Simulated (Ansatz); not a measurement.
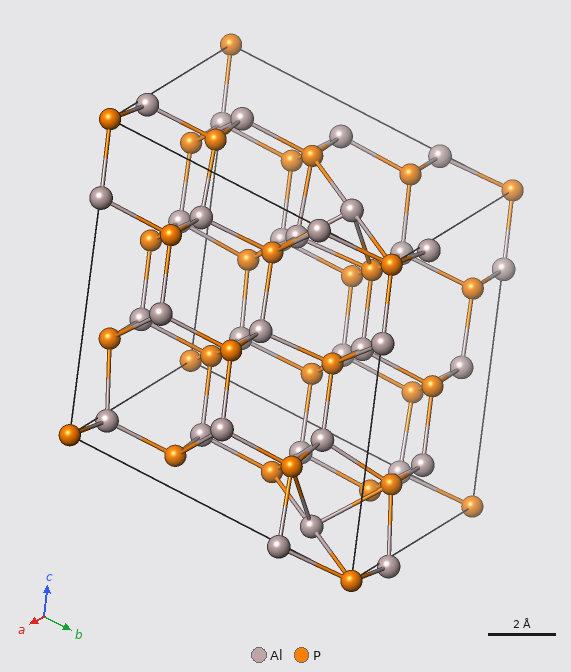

Crystal structure, ball-and-stick style, seen slightly off an axis. The wireframe shows the simulation cell. Cell: a = 9.539 Å, b = 9.539 Å, c = 9.539 Å, α = 109.47°, β = 109.47°, γ = 109.47°.

What can be read from this drawing?

- The solid is Al$_{17}$P$_{16}$.
- The cell comprises 1 formula unit: 17 Al, 16 P.
- The bonds build a three-dimensional framework.

The structure comes from a structure listed in the Materials Project, repeated into a supercell with a point defect put in. The atoms were relaxed in a fixed cell with DFT PBE, scalar-relativistic, plane waves, PAW in Ansatz.
